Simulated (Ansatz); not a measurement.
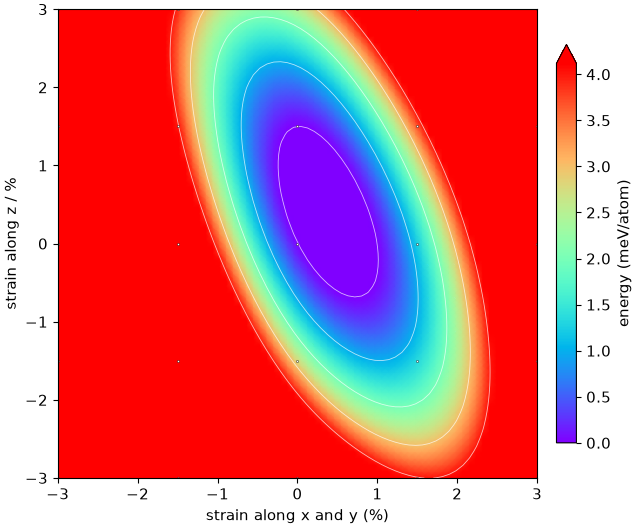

PbF₂ (Fm-3m, No. 225; 3 atoms in the cell). The cell is strained homogeneously, by one strain along x and y and another along z, with fractional coordinates fixed (x, y and z along the cube axes). First axis: strain along x and y. Second axis: strain along z. Grid: 5 × 5 points. Points are written as (first, second). All energies are given in meV/atom relative to the lowest grid point. The reference cell is the one listed in the database, not relaxed at this level. The calculation used Ansatz, DFT PBE+D3(BJ), scalar-relativistic, plane waves, PAW. Settings: cutoff 420 eV, k-mesh 8×8×8, gaussian smearing 0.05 eV, no spin polarisation.

In the figure: a smooth colour map with a few white contour lines, dots at the grid points, one colour for all values above the top of the scale. Between grid points the surface is interpolated.

> Estimate the clamped-ion elastic constants that this map fixes.

With the cell volume of 52.4 Å³, the curvatures of the interpolated surface at its minimum give C₁₁ + C₂₂ + 2C₁₂ ≈ 320 GPa, C₃₃ ≈ 109 GPa and C₁₃ + C₂₃ ≈ 106 GPa (clamped ions, Cartesian axes of the cell). A stretch of 1 % along z with free sides (kept equal in x and y) would change the in-plane lengths by about −0.33 %.
